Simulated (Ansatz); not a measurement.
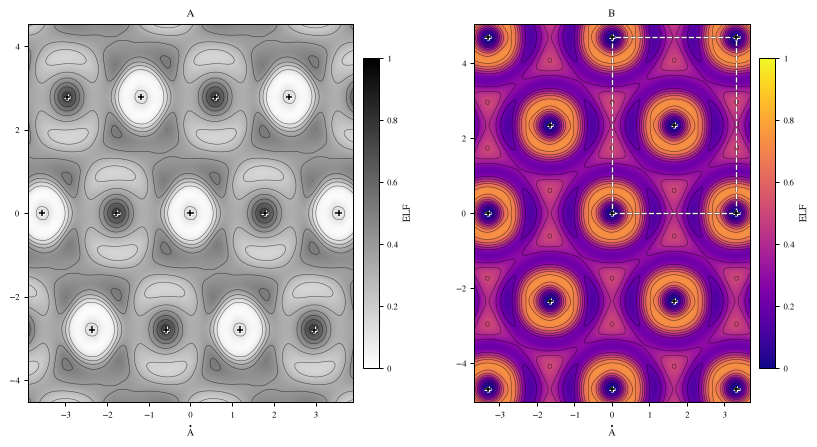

The electron localisation function of 2 systems, each on a plane through atoms (crosses mark nuclei in the plane).

Level of theory: DFT PBE, scalar-relativistic, plane waves, PAW (Ansatz).

System 1: AlNi, the (110) plane of the conventional cell. Space group R-3m; computed pressure about 72 GPa in this cell; computed without spin polarisation.

System 2: Ta, the (101̄) plane of the conventional cell. Space group Im-3m; computed without spin polarisation.

```yaml
crystal:
  lattice:
    - [3.31879, 0.00000, 0.00000]
    - [0.00000, 3.31879, 0.00000]
    - [0.00000, 0.00000, 3.31879]
  atoms:
    - { symbol: Ta, position: [0.00000, 0.00000, 0.00000] }
    - { symbol: Ta, position: [0.50000, 0.50000, 0.50000] }
```

Match each panel to its system.

Panel A is system 1, AlNi: the plane holds Al and Ni. Al–Ni (1.77 Å): the ELF is about 0.35 at the midpoint. Panel B is system 2, Ta: the plane holds Ta. Ta–Ta (2.87 Å): the ELF is about 0.30 at the midpoint.
